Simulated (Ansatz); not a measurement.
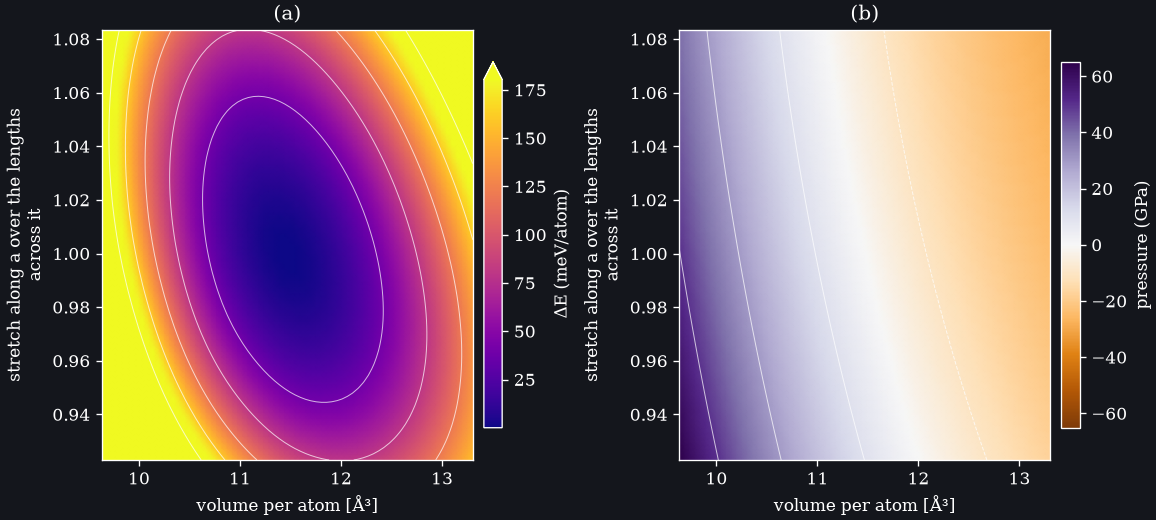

C (Cmme, No. 67; 4 atoms in the cell). The energy is mapped over volume and the cell's shape. Coordinates scanned: (1) volume per atom; (2) stretch along a over the lengths across it, relative to the relaxed cell. Nothing is relaxed (fractional coordinates fixed). The scan uses a 7 × 7 grid. Points are written as (first, second). Energies are in meV/atom, from the lowest grid point. Computed with Ansatz 0.2.0, DFT PBE, scalar-relativistic, plane waves, PAW. Settings: cutoff 520 eV, k-mesh 21×21×6 in the order of the run's cell vectors, gaussian smearing 0.15 eV, no spin polarisation.

Panel (a) is the energy and panel (b) the computed pressure on the same grid.

The picture shows a smooth colour map with a few white contour lines, one colour for all values above the top of the scale. Between grid points the surface is interpolated.

Question: How does the pressure vary over the map, and what is it at the lowest grid point?

Answer: It runs from −29 GPa at (13.30 Å³, 1.083) to 65 GPa at (9.63 Å³, 0.923). At the lowest grid point, (11.47 Å³, 1.000), it is 0 GPa. The pressure is minus the slope of the energy with volume, so it vanishes at the true minimum, which need not be a grid point.

PAW datasets: the set soft_1.
